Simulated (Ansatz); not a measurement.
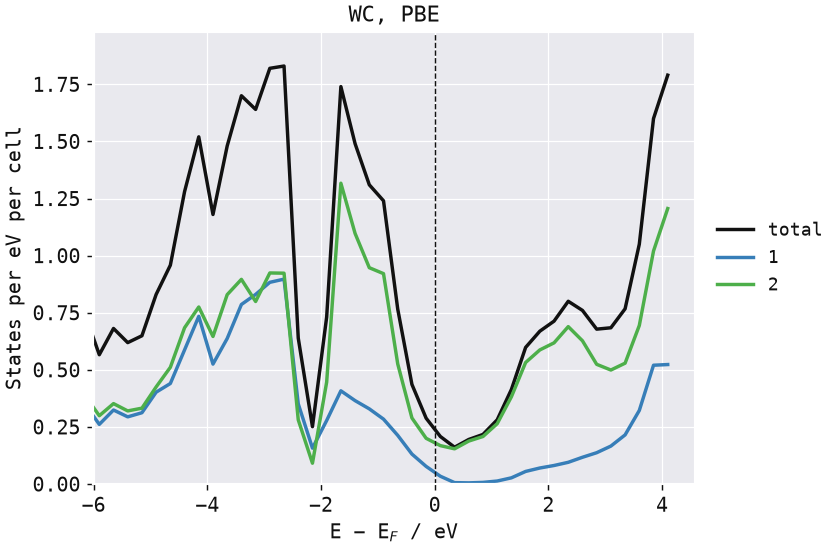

Density of states. Energies are counted from the Fermi level. The partial curves are projected on Löwdin-orthogonalised atomic shells.

System: WC, space group P-6m2, 2 atoms in the cell.

Method: DFT with PBE, PAW plane waves, no spin polarisation, 13×13×12 k mesh, 420 eV cutoff (Ansatz 0.2.0).

**The numbered curves are projections. Which is which? The candidates: C, W.**

1 is C; 2 is W.

**Metal or insulator, and how many states lie at the Fermi level?**

It is a metal. The density of states at the Fermi level is about 0.25 per eV and cell (mean within 0.25 eV), or 0.12 per atom.

The cell is at 17 GPa in this functional. Spin-orbit coupling is left out, which matters for W.
